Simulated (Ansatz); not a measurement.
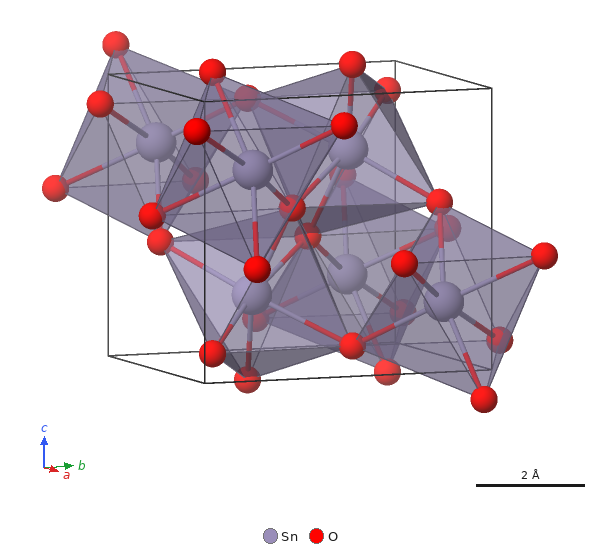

Fig. 1: The structure as given in the input (polyhedral view of the cell of the calculation, seen slightly off an axis; polyhedra are completed across the faces of the cell). An atom can appear more than once, as a periodic image.

# Geometry relaxation, with input and output: SnO2 (part 1 of 2)

The run: geometry relaxation of SnO2 (12 atoms in the cell). Method and program: DFT LDA, scalar-relativistic, plane waves, PAW, no spin polarisation (Ansatz 0.2.0).

The structure derives from a Materials Project entry. It belongs to a series of runs on one base structure; here: volume × 1.03, shape and atoms relaxed.

Input:
```yaml
crystal:
  lattice:
    - [4.7500241554, 0.0, 0.0]
    - [0.0, 5.7515644736, 0.0]
    - [0.0, 0.0, 5.2558608956]
  atoms:
    - { symbol: Sn, position: [0.5, 0.6673206257, 0.75] }
    - { symbol: Sn, position: [0.0, 0.8326793743, 0.25] }
    - { symbol: Sn, position: [0.5, 0.3326793743, 0.25] }
    - { symbol: Sn, position: [0.0, 0.1673206257, 0.75] }
    - { symbol: O, position: [0.731020714, 0.6049099344, 0.0776301518] }
    - { symbol: O, position: [0.231020714, 0.8950900656, 0.9223698482] }
    - { symbol: O, position: [0.768979286, 0.8950900656, 0.5776301518] }
    - { symbol: O, position: [0.268979286, 0.6049099344, 0.4223698482] }
    - { symbol: O, position: [0.731020714, 0.3950900656, 0.5776301518] }
    - { symbol: O, position: [0.231020714, 0.1049099344, 0.4223698482] }
    - { symbol: O, position: [0.768979286, 0.1049099344, 0.0776301518] }
    - { symbol: O, position: [0.268979286, 0.3950900656, 0.9223698482] }
basis:
  ecutwfc: 420
kpoints:
  mp_grid: { grid: [6, 6, 6] }
hamiltonian:
  xc: lda
scf:
  occupations: { method: gaussian, width: 0.02 }
output:
  forces: true
  stress: true
  eigenvalues: true
relax:
  adjacent_minimum: "off"
  f_tol: 0.01
  max_steps: 30
  cell: { stress_tol: 0.1, fix: [volume] }
```

Hardware: 2 threads of Arm Neoverse V2, 24 GiB of memory available, shared host.

Launch command:
```bash
ansatz run input.yaml --threads 2 --pin off --max-ram 5120MiB --backend cpu --events-out ev --progress --plain --runs-dir out
```

The program's output:
```
Engine: ansatz 0.2.0, aarch64-unknown-linux-gnu
Pseudopotentials: kind: paw
Pseudopotential: Sn, paw, valence charge 14, recommended cutoff 420 eV (normal), Sn.paw.azcp
Pseudopotential: O, paw, valence charge 6, recommended cutoff 420 eV (normal), O.paw.azcp
Functional definition: SPW92
  exchange = slater_x
  correlation = pw_c
Crystal: 12 atoms, lattice volume = 143.590 Å³
Basis set: ecut = 420 eV, 2833 PW (Γ)
Bands: 64, of which v1, the nominal top of the filled ones, is band 52 counted from 1 (51 counted from 0)
Symmetry: 8 space group operations
Space group: Pbcn (ITA 60), of the structure as read, at distance tolerance 5.2e-5 Å
k-points: 64 of 216
Non-local potential: Sn, projectors of the file, l = 0: 2, l = 1: 2, l = 2: 2, l = 3: 2
Non-local potential: O, projectors of the file, l = 0: 2, l = 1: 2, l = 2: 1
PAW form: soft (Blöchl's): semilocal exchange-correlation on the pseudo side does not see the compensation charge
PAW frozen core: Sn, regenerated for the run's functional, and the local potential with it (the file was generated under x = pbe(κ = 0.804, μ = 0.2195149727645171), c = pbe(β = 0.06672455060314922))
PAW frozen core: O, regenerated for the run's functional, and the local potential with it (the file was generated under x = pbe(κ = 0.804, μ = 0.2195149727645171), c = pbe(β = 0.06672455060314922))
PAW one-centre angular grid: Sn, 590 points (default); XC on 64 Gauss nodes
PAW one-centre angular grid: O, 110 points (default); XC on 64 Gauss nodes
Initial density: superposition of atomic densities (neutral atoms: chi_scale 0, normalization atom), corrected by the library's trained network
Initial wavefunctions: pseudopotential atomic-orbital guess
Functional: x = slater, c = lda
SCF iter   1: F=—  HF=-27960.633764 eV  |F-HF|=—  |Δ(HF+E_count)|=         —  Δρ=1.93e-2  dr2=4.51e-1  ethr=1.77e-3  ⟨swp⟩=6.4  Hψ=16680  notcnv=0  defer=29
preconditioner: auto → Resta (q_TF=auto, 2.585 Å⁻¹)  ε∞=3.7  [insulator: Δε(μ)=1.013 eV  Ē_g=19.164 eV  σ=0.020 eV  W_gap=1.00  n_scr=38 (ndim 8)  ℏωp=31.6 eV  f_vac=0.028  D(μ)=0.00/eV (n_scr^D=0)  ε∞_Penn≈3.7]
SCF iter   2: F=—  HF=-27960.506048 eV  |F-HF|=—  |Δ(HF+E_count)|=   1.28e-1  Δρ=4.99e-3  dr2=1.38e-2  ethr=4.34e-4  ⟨swp⟩=2.0  Hψ=6181  notcnv=0  defer=500
SCF iter   3: F=—  HF=-27960.501254 eV  |F-HF|=—  |Δ(HF+E_count)|=   4.79e-3  Δρ=2.19e-3  dr2=3.66e-3  ethr=1.33e-5  ⟨swp⟩=2.2  Hψ=7095  notcnv=0  defer=500
SCF iter   4: F=—  HF=-27960.500094 eV  |F-HF|=—  |Δ(HF+E_count)|=   1.16e-3  Δρ=3.71e-4  dr2=1.58e-4  ethr=3.52e-6  ⟨swp⟩=2.0  Hψ=6634  notcnv=0  defer=500
SCF iter   5: F=—  HF=-27960.500090 eV  |F-HF|=—  |Δ(HF+E_count)|=   4.32e-6  Δρ=7.91e-5  dr2=7.95e-6  ethr=1.52e-7  ⟨swp⟩=2.0  Hψ=5435  notcnv=0  defer=500
SCF iter   6: F=—  HF=-27960.500093 eV  |F-HF|=—  |Δ(HF+E_count)|=   2.98e-6  Δρ=1.68e-5  dr2=3.19e-7  ethr=7.64e-9  ⟨swp⟩=2.2  Hψ=5118  notcnv=0  defer=500
SCF iter   7: F=-27960.500093 eV  HF=-27960.500093 eV  |F-HF|=8.45e-9  |Δ(HF+E_count)|=   4.14e-8  Δρ=2.97e-6  dr2=1.30e-8  ethr=9.62e-11  ⟨swp⟩=11.7  Hψ=19952  notcnv=0
SCF 1 converged in 7 iterations: F = -27960.500093 eV  dr2 = 1.30e-8
  greatest PAW one-centre occupation: 0.997 electrons in one spin orbital (limit 2), on the Sn atom at site 3 (counted from 0), in its partial waves of l = 2
relax step   1: F+E_penalty+E_count = -27960.50009277 eV  Δ(F+E_penalty+E_count) = +0.000e0 eV  max|allowed force component| = 8.515e-2 eV/Å  Δτ_max = 0.0000 Å  P = -6.032 GPa  Ω = 143.590 Å³  fix = [volume]  reactions: volume -6.032 GPa  (7 SCF iters, dr2 threshold 1.00e-7 eV, accepted)
Basis set: ecut = 420 eV, 2825 PW (Γ)
Initial density: handed on by an earlier stage of this run
Initial wavefunctions: those handed on with the density
iter 1 solved again at ethr=3.31e-6 eV; its pass at ethr=3.10e-3 eV (dr2=3.44e-3 eV) is discarded
SCF iter   1: F=—  HF=-27960.507879 eV  |F-HF|=—  |Δ(HF+E_count)|=         —  Δρ=3.03e-3  dr2=3.58e-3  ethr=3.31e-6  ⟨swp⟩=4.9  Hψ=17142  notcnv=0
preconditioner: auto → Resta (q_TF=auto, 2.585 Å⁻¹)  ε∞=3.7  [insulator: Δε(μ)=1.183 eV  Ē_g=19.254 eV  σ=0.020 eV  W_gap=1.00  n_scr=38 (ndim 8)  ℏωp=31.6 eV  f_vac=0.025  D(μ)=0.00/eV (n_scr^D=0)  ε∞_Penn≈3.7]
SCF iter   2: F=—  HF=-27960.507172 eV  |F-HF|=—  |Δ(HF+E_count)|=   7.06e-4  Δρ=1.45e-3  dr2=8.24e-4  ethr=3.31e-6  ⟨swp⟩=2.1  Hψ=7431  notcnv=0
SCF iter   3: F=—  HF=-27960.507035 eV  |F-HF|=—  |Δ(HF+E_count)|=   1.37e-4  Δρ=3.56e-4  dr2=1.14e-4  ethr=7.92e-7  ⟨swp⟩=2.5  Hψ=7573  notcnv=0
SCF iter   4: F=—  HF=-27960.507007 eV  |F-HF|=—  |Δ(HF+E_count)|=   2.82e-5  Δρ=6.57e-5  dr2=6.73e-6  ethr=1.10e-7  ⟨swp⟩=2.0  Hψ=5530  notcnv=0
SCF iter   5: F=-27960.507006 eV  HF=-27960.507006 eV  |F-HF|=3.84e-8  |Δ(HF+E_count)|=   1.31e-6  Δρ=2.14e-5  dr2=3.96e-7  ethr=4.36e-10  ⟨swp⟩=6.7  Hψ=20467  notcnv=0
SCF 2 converged in 5 iterations: F = -27960.507006 eV  dr2 = 3.96e-7
relax step   2: F+E_penalty+E_count = -27960.50700572 eV  Δ(F+E_penalty+E_count) = -6.913e-3 eV  max|allowed force component| = 3.801e-2 eV/Å  Δτ_max = 0.0161 Å  P = -5.601 GPa  Ω = 143.590 Å³  fix = [volume]  reactions: volume -5.601 GPa  (5 SCF iters, dr2 threshold 4.53e-7 eV, accepted)
iter 1 solved again at ethr=5.62e-7 eV; its pass at ethr=3.10e-3 eV (dr2=5.84e-4 eV) is discarded
SCF iter   1: F=—  HF=-27960.507941 eV  |F-HF|=—  |Δ(HF+E_count)|=         —  Δρ=1.06e-3  dr2=6.20e-4  ethr=5.62e-7  ⟨swp⟩=3.7  Hψ=17240  notcnv=0
preconditioner: auto → Resta (q_TF=auto, 2.585 Å⁻¹)  ε∞=3.7  [insulator: Δε(μ)=1.175 eV  Ē_g=19.258 eV  σ=0.020 eV  W_gap=1.00  n_scr=38 (ndim 8)  ℏωp=31.6 eV  f_vac=0.024  D(μ)=0.00/eV (n_scr^D=0)  ε∞_Penn≈3.7]
SCF iter   2: F=—  HF=-27960.507759 eV  |F-HF|=—  |Δ(HF+E_count)|=   1.82e-4  Δρ=4.96e-4  dr2=1.33e-4  ethr=5.62e-7  ⟨swp⟩=2.4  Hψ=6229  notcnv=0
SCF iter   3: F=—  HF=-27960.507723 eV  |F-HF|=—  |Δ(HF+E_count)|=   3.54e-5  Δρ=1.05e-4  dr2=1.12e-5  ethr=1.28e-7  ⟨swp⟩=3.0  Hψ=8110  notcnv=0
SCF iter   4: F=—  HF=-27960.507721 eV  |F-HF|=—  |Δ(HF+E_count)|=   2.82e-6  Δρ=3.50e-5  dr2=1.54e-6  ethr=1.08e-8  ⟨swp⟩=2.0  Hψ=5650  notcnv=0
SCF iter   5: F=-27960.507720 eV  HF=-27960.507720 eV  |F-HF|=1.28e-8  |Δ(HF+E_count)|=   3.55e-7  Δρ=9.19e-6  dr2=7.66e-8  ethr=8.68e-11  ⟨swp⟩=7.0  Hψ=20516  notcnv=0
SCF 3 converged in 5 iterations: F = -27960.507720 eV  dr2 = 7.66e-8
  greatest PAW one-centre occupation: 0.997 electrons in one spin orbital (limit 2), on the Sn atom at site 2 (counted from 0), in its partial waves of l = 2
relax step   3: F+E_penalty+E_count = -27960.50772027 eV  Δ(F+E_penalty+E_count) = -7.146e-4 eV  max|allowed force component| = 2.367e-2 eV/Å  Δτ_max = 0.0048 Å  P = -5.482 GPa  Ω = 143.590 Å³  energy of the carried Pulay correction = +7.803e-14 eV  fix = [volume]  reactions: volume -5.482 GPa  (5 SCF iters, dr2 threshold 9.03e-8 eV, accepted)
iter 1 solved again at ethr=9.92e-8 eV; its pass at ethr=3.10e-3 eV (dr2=1.03e-4 eV) is discarded
SCF iter   1: F=—  HF=-27960.507884 eV  |F-HF|=—  |Δ(HF+E_count)|=         —  Δρ=3.98e-4  dr2=1.03e-4  ethr=9.92e-8  ⟨swp⟩=3.3  Hψ=15873  notcnv=0  defer=2
preconditioner: auto → Resta (q_TF=auto, 2.585 Å⁻¹)  ε∞=3.7  [insulator: Δε(μ)=1.177 eV  Ē_g=19.260 eV  σ=0.020 eV  W_gap=1.00  n_scr=38 (ndim 8)  ℏωp=31.6 eV  f_vac=0.024  D(μ)=0.00/eV (n_scr^D=0)  ε∞_Penn≈3.7]
SCF iter   2: F=—  HF=-27960.507850 eV  |F-HF|=—  |Δ(HF+E_count)|=   3.43e-5  Δρ=1.70e-4  dr2=1.59e-5  ethr=9.90e-8  ⟨swp⟩=2.0  Hψ=5376  notcnv=0
SCF iter   3: F=—  HF=-27960.507838 eV  |F-HF|=—  |Δ(HF+E_count)|=   1.19e-5  Δρ=2.94e-5  dr2=7.60e-7  ethr=1.53e-8  ⟨swp⟩=2.0  Hψ=5780  notcnv=0
SCF iter   4: F=—  HF=-27960.507838 eV  |F-HF|=—  |Δ(HF+E_count)|=   6.39e-8  Δρ=7.34e-6  dr2=7.51e-8  ethr=7.31e-10  ⟨swp⟩=2.1  Hψ=7008  notcnv=0
SCF iter   5: F=-27960.507838 eV  HF=-27960.507838 eV  |F-HF|=1.84e-8  |Δ(HF+E_count)|=   1.19e-8  Δρ=4.62e-6  dr2=2.18e-8  ethr=3.37e-11  ⟨swp⟩=9.4  Hψ=18646  notcnv=0
SCF 4 converged in 5 iterations: F = -27960.507838 eV  dr2 = 2.18e-8
relax step   4: F+E_penalty+E_count = -27960.50783819 eV  Δ(F+E_penalty+E_count) = -1.179e-4 eV  max|allowed force component| = 6.465e-3 eV/Å  Δτ_max = 0.0021 Å  P = -5.465 GPa  Ω = 143.590 Å³  energy of the carried Pulay correction = +3.335e-16 eV  fix = [volume]  reactions: volume -5.465 GPa  (5 SCF iters, dr2 threshold 3.50e-8 eV, accepted)
Initial wavefunctions: pseudopotential atomic-orbital guess (no wavefunctions were taken with the density)
iter 1 solved again at ethr=9.32e-8 eV; its pass at ethr=3.10e-3 eV (dr2=9.69e-5 eV) is discarded
SCF iter   1: F=—  HF=-27960.507861 eV  |F-HF|=—  |Δ(HF+E_count)|=         —  Δρ=1.37e-5  dr2=4.13e-8  ethr=9.32e-8  ⟨swp⟩=3.5  Hψ=29167  notcnv=0
preconditioner: auto → Resta (q_TF=auto, 2.585 Å⁻¹)  ε∞=3.7  [insulator: Δε(μ)=1.176 eV  Ē_g=19.260 eV  σ=0.020 eV  W_gap=1.00  n_scr=38 (ndim 8)  ℏωp=31.6 eV  f_vac=0.024  D(μ)=0.00/eV (n_scr^D=0)  ε∞_Penn≈3.7]
SCF iter   2: F=—  HF=-27960.507863 eV  |F-HF|=—  |Δ(HF+E_count)|=   1.55e-6  Δρ=6.83e-6  dr2=9.78e-9  ethr=3.97e-11  ⟨swp⟩=3.1  Hψ=8539  notcnv=0
SCF iter   3: F=—  HF=-27960.507863 eV  |F-HF|=—  |Δ(HF+E_count)|=   1.09e-8  Δρ=1.10e-6  dr2=1.16e-9  ethr=9.41e-12  ⟨swp⟩=2.0  Hψ=5540  notcnv=0
SCF iter   4: F=—  HF=-27960.507863 eV  |F-HF|=—  |Δ(HF+E_count)|=  1.02e-10  Δρ=7.47e-7  dr2=5.35e-10  ethr=1.00e-12  ⟨swp⟩=6.7  Hψ=16166  notcnv=0
SCF iter   5: F=-27960.507863 eV  HF=-27960.507863 eV  |F-HF|=7.28e-12  |Δ(HF+E_count)|=  1.46e-10  Δρ=8.13e-8  dr2=9.70e-12  ethr=1.00e-12  ⟨swp⟩=4.9  Hψ=12855  notcnv=0
SCF 5 converged in 5 iterations: F = -27960.507863 eV  dr2 = 9.70e-12
relax step   5: F+E_penalty+E_count = -27960.50786286 eV  Δ(F+E_penalty+E_count) = -2.467e-5 eV  max|allowed force component| = 6.435e-3 eV/Å  Δτ_max = 0.0000 Å  P = -5.464 GPa  Ω = 143.590 Å³  fix = [volume]  reactions: volume -5.464 GPa  stress off target by 1.55e-2 GPa on what of the cell is left free  SCF on the basis re-selected at this cell (its energy is not comparable with the rows above)  (5 SCF iters)
```

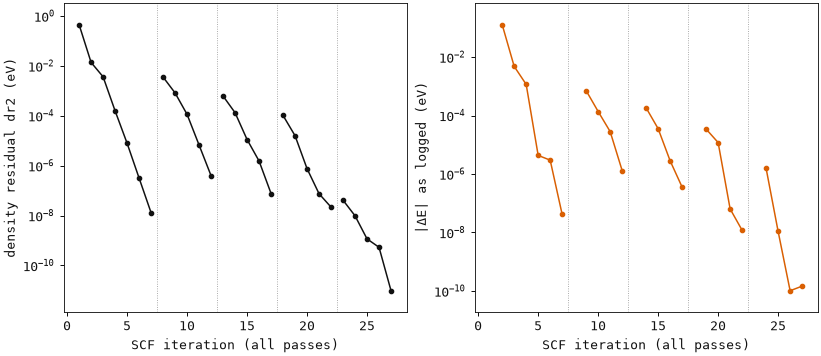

Fig. 2: Convergence of the self-consistent field: density residual dr2 and size of the energy change against the SCF iteration. The dotted lines part the SCF passes of the relaxation: geometry steps, rejected trials and re-solves on a re-selected basis. The 5 passes take 5 to 7 iterations each, 27 in all.

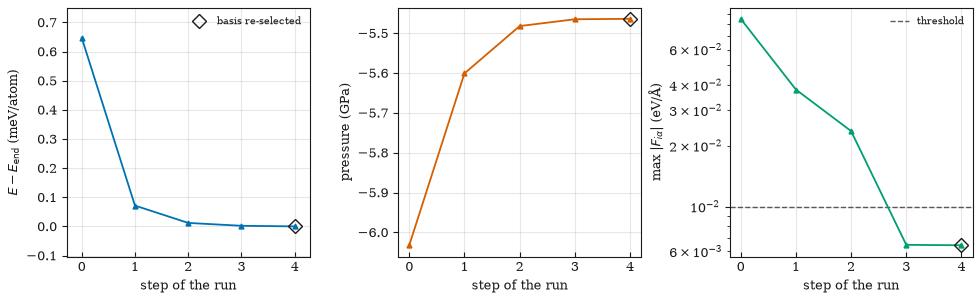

Fig. 3: Progress of the relaxation, step by step (the first geometry is step 0 here and step 1 in the log).

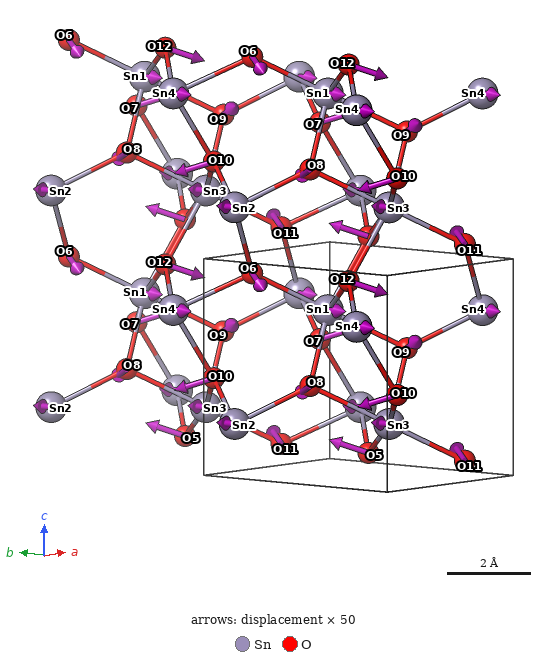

Fig. 4: The starting structure with the displacements as pink arrows, magnified 50 times (ball-and-stick view of the cell of the calculation, repeated 1 × 2 × 2, seen at an oblique angle). The largest moves relative to the cell, 0.020 Å, are those of 8 atoms (O5, O6, O7, O8 and others). By element the largest moves are O 0.020 Å, Sn 0.012 Å. The drawn cell changes at constant volume: a 4.750 → 4.748 Å (0.0 %), b 5.752 → 5.759 Å (+0.1 %), c 5.256 → 5.252 Å (−0.1 %). Among the contacts that change: Sn1–O5 2.073 → 2.067 Å. The space group stays Pbcn (No. 60). Over 3 geometry steps the energy falls by 0.6 meV per atom. The largest force component goes from 0.085 to 0.0064 eV/Å. The pressure goes from −6.03 to −5.46 GPa. A last SCF at the same geometry on a re-selected plane-wave basis shifts the energy by next to nothing (0.0 meV per atom). (Atoms are counted from 1 in the order of the input.)
